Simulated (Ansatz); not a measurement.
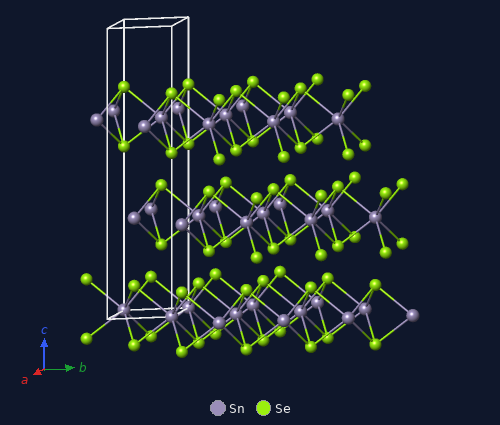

System SnSe₂ (space group R3m, No. 160); source of the atomic positions: the geometry relaxed with DFT, PBEsol, plane waves, PAW (Ansatz 0.2.0); the starting structure was generated, so it need not be a known form of this composition.

Bonds are taken as Se–Sn below 3.2 Å. Atoms with one bond or none are removed and atoms with two bonds are replaced by edges, until no such atom is left.

Question: What kind of net remains, and which atoms are its nodes?

Answer: A binodal (3,6)-connected, two-periodic (layers) net: Se is a 3-connected node; Sn is a 6-connected node, in the ratio 2:1.

Question: Name the underlying net.

Answer: It is the net of the trigonal-prismatic layers of 2H-MoS2.

Question: How do the layers lie?

Answer: The layers lie parallel to (001).

Question: Give the point symbol of each node (shortest cycle at each angle).

Answer: Se: 4³; Sn: 4³·6¹².
